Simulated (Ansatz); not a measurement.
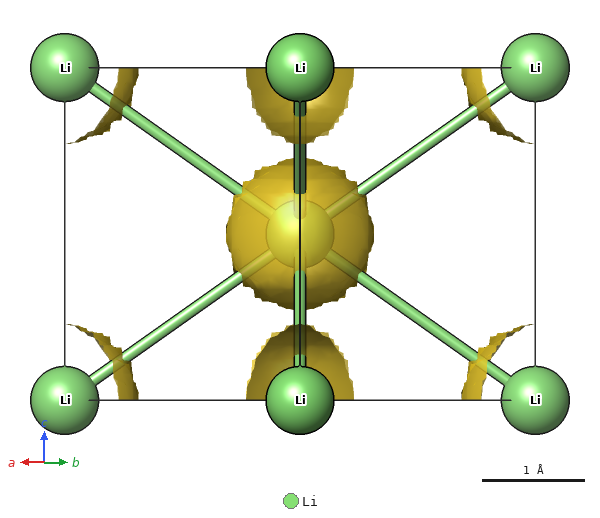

The picture shows: Li. Isosurface of the valence charge density (pseudo) at 0.1 e/Å³ (yellow), seen along [110]. Sticks mark near contacts.

Space group Im-3m; changed on purpose from its base cell (volume × 0.88); computed pressure about 2 GPa in this cell; computed without spin polarisation.

Level of theory: DFT PBEsol, scalar-relativistic, plane waves, PAW in Ansatz.

In a PAW calculation such maps are meaningful between the atoms, not at the nuclei.

```yaml
crystal:
  lattice:
    - [3.28748, 0.00000, 0.00000]
    - [0.00000, 3.28748, 0.00000]
    - [0.00000, 0.00000, 3.28748]
  atoms:
    - { symbol: Li, position: [0.00000, 0.00000, 0.00000] }
    - { symbol: Li, position: [0.50000, 0.50000, 0.50000] }
```

> What does this surface tell about the bonding?

At this value the density breaks into separate islands; it holds about 65 % of the electrons treated as valence (semicore included). It bridges none of the near contacts. It is pinched off along the sampled Li–Li (2.85 Å) contacts. On the grid the lowest density along these lines, outside the cores, is 0.06 e/Å³ (Li–Li, 2.85 Å).

> Does the calculation make it a metal, or give it a gap?

It is gapless in this calculation (a metal or semimetal).
